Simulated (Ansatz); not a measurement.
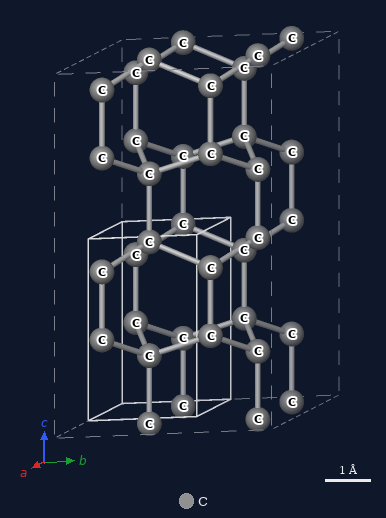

Shown here is a ball-and-stick view of the crystal, taken slightly off an axis. The simulation cell (solid box) is repeated to 2×2×2 cells.

This input was run:
```yaml
crystal:
  lattice:
    - [2.630107375, 0.0, 0.0]
    - [-1.3150536875, 2.1678307808, 0.0]
    - [0.0, 0.0, 4.1688692845]
  atoms:
    - { symbol: C, position: [0.3331283613, 0.6662567225, 0.0002507737] }
    - { symbol: C, position: [0.6668716387, 0.3337432775, 0.5002507737] }
    - { symbol: C, position: [0.3331283613, 0.6662567225, 0.3747492263] }
    - { symbol: C, position: [0.6668716387, 0.3337432775, 0.8747492263] }
kpoints:
  mp_grid: { grid: [12, 12, 6] }
  band_path:
    path:
      - [0.0, 0.0, 0.0]
      - [0.5, 0.0, 0.0]
      - [0.3333333333, 0.3333333333, 0.0]
      - [0.0, 0.0, 0.5]
      - [0.5, 0.0, 0.5]
      - [0.3333333333, 0.3333333333, 0.5]
      - [0.0, 0.5, 0.0]
    npoints: 1
hamiltonian:
  xc: r2scan
scf:
  occupations: { method: fixed }
  n_extra_bands: 5
output:
  forces: true
  stress: true
  eigenvalues: true
```
Run as:
```sh
ansatz run input.yaml --threads 4 --pin off --max-ram 3686MiB --backend cpu --events-out ev --progress --plain --runs-dir out
```

Run with DFT, r2SCAN, plane waves, PAW (Ansatz 0.2.0) and these settings: plane waves up to 500 eV, a 12×12×6 sampling of the Brillouin zone, no spin polarisation.

### What does the calculation say: metal or gapped?

An insulator at this level, with a gap of 3.13 eV, indirect; the smallest direct gap is 4.35 eV.

### What is the pressure at this volume?

The computed pressure is -19.3 GPa (stretched: it would shrink). The stress isn't hydrostatic: its largest component is 53.5 GPa.

Provenance: a structure type filled with this element by a generator (whether the element takes this form wasn't checked). The cell was then strained or its atoms displaced on purpose. It was run through Ansatz as a DFT input.

At this level of theory the cell isn't at rest (stretched, at -19 GPa), so its distances can differ from those at equilibrium, the more so the softer the solid.
